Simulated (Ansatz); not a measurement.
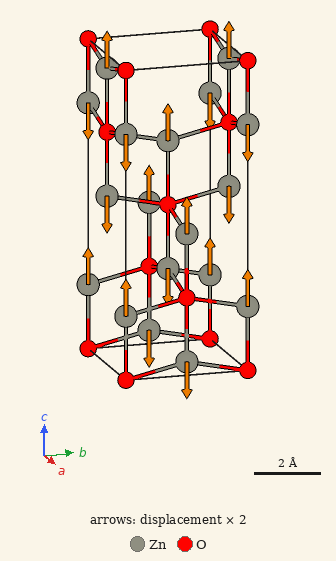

A relaxation of crystalline Zn2O (built on the anatase_141 type) (coarse preliminary run). The starting structure is drawn; orange arrows show the displacements (the part carried along by the change of the cell is left out), 2 times their true length.

A ball-and-stick model of the conventional cell (2 times the calculation's cell), seen slightly off an axis. Lengths and directions refer to the drawn axes.

Case: anti-anatase type (I4_1/amd, No. 141).

Computed with Ansatz 0.2.0, DFT PBE, scalar-relativistic, plane waves, PAW.

The input:
```yaml
crystal:
  lattice:
    - [-1.9502841423, 1.9502841423, 4.9022465865]
    - [1.9502841423, -1.9502841423, 4.9022465865]
    - [1.9502841423, 1.9502841423, -4.9022465865]
  atoms:
    - { symbol: Zn, position: [0.2066, 0.2066, 0.0] }
    - { symbol: Zn, position: [0.9566, 0.4566, 0.5] }
    - { symbol: Zn, position: [0.5434, 0.0434, 0.5] }
    - { symbol: Zn, position: [0.7934, 0.7934, 0.0] }
    - { symbol: O, position: [0.0, 0.0, 0.0] }
    - { symbol: O, position: [0.75, 0.25, 0.5] }
basis:
  ecutwfc: 420
kpoints:
  mp_grid: { grid: [6, 6, 6] }
hamiltonian:
  xc: pbe
scf:
  occupations: { method: gaussian, width: 0.1 }
  lower_state_search: "off"
output:
  forces: true
  stress: true
  eigenvalues: true
relax:
  adjacent_minimum: "off"
  f_tol: 0.04
  max_steps: 70
  cell: { stress_tol: 0.4 }
```

Launched with:
```bash
ansatz run input.yaml --threads 1 --pin off --max-ram 2560MiB --backend cpu --events-out ev --progress --plain --runs-dir out
```

**Which element moves most?**

Zinc: up to 0.60 Å, against 0.00 Å for oxygen.

**What did the optimiser do to the structure, and how much energy did it gain?**

The largest moves relative to the cell, 0.60 Å, are those of Zn1, Zn2, Zn3 and Zn4. Zn3 goes along −c. O stays in place. The volume changes by +5.1 %, with a = b 3.901 → 4.973 Å (+27.5 %), c 9.804 → 6.336 Å (−35.4 %). Among the contacts that change: Zn1–O6 1.996 → 2.507 Å, Zn1–O5 2.026 → 1.908 Å. The space group stays I4_1/amd (No. 141). After 16 accepted moves (20 points after the start) the energy has fallen by 548 meV per atom. The largest force component goes from 1.7 to 0.0029 eV/Å. The pressure goes from 26.20 to 0.15 GPa. The line search rejected the trial step at point 14 of the run. At 3 points the geometry stayed and the basis and grid were re-selected for the new cell (energy shift of 31.5 meV per atom at most each time).
